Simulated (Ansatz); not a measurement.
Input file:

```
crystal:
  lattice:
    - [2.5666581864, 0.0, 0.0]
    - [-1.2833290932, 2.2227911922, 0.0]
    - [0.0, 0.0, 25.4783381679]
  atoms:
    - { symbol: Cu, position: [0.6666666667, 0.3333333333, 0.2943677076] }
    - { symbol: Cu, position: [0.3333333333, 0.6666666667, 0.3766206246] }
    - { symbol: Cu, position: [0.0, 0.0, 0.4588735415] }
    - { symbol: Cu, position: [0.6666666667, 0.3333333333, 0.5411264585] }
    - { symbol: Cu, position: [0.3333333333, 0.6666666667, 0.6233793754] }
    - { symbol: Cu, position: [0.0, 0.0, 0.7056322924] }
basis:
  ecutwfc: 420
kpoints:
  mp_grid: { grid: [15, 15, 1] }
hamiltonian:
  xc: pbe
scf:
  occupations: { method: gaussian, width: 0.1 }
output:
  forces: true
  stress: true
  eigenvalues: true
  write_density: true
  write_potential: true
  elf: true
  volumetric_format: npy
efield:
  axis: 3
  dipole_correction: true
  ramp_width: 0.04
```

Command:

```sh
ansatz run input.yaml --threads 4 --pin off --max-ram 8192MiB --backend cpu --events-out ev --progress --plain --runs-dir out
```

Computed without spin polarisation.

The calculation used Ansatz, DFT PBE, scalar-relativistic, plane waves, PAW.

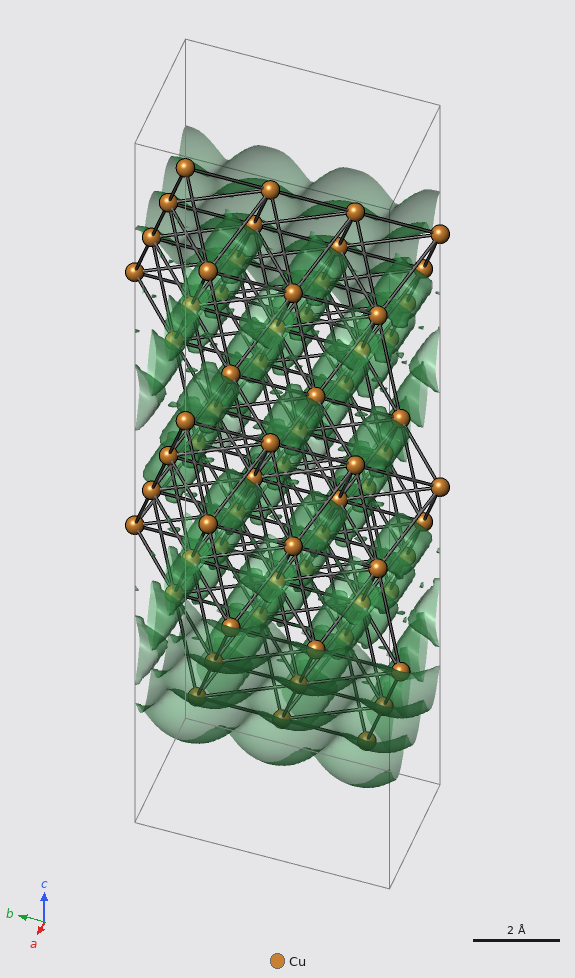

Cu (slab). Isosurface of the valence pseudo-density at 0.2 e/Å³ (green), seen at an oblique angle. Sticks mark near contacts.

Core electrons are frozen (PAW), and the valence fields are smoothed inside the atomic spheres.

> What does this surface tell about the bonding?

At this value the density is joined into sheets; it holds about 100 % of the electrons treated as valence (semicore included). It bridges the shortest Cu–Cu (2.57 Å) contacts, where the density stays above the isovalue. On the grid the lowest density along these lines, outside the cores, is 0.26 e/Å³ (Cu–Cu, 2.57 Å).
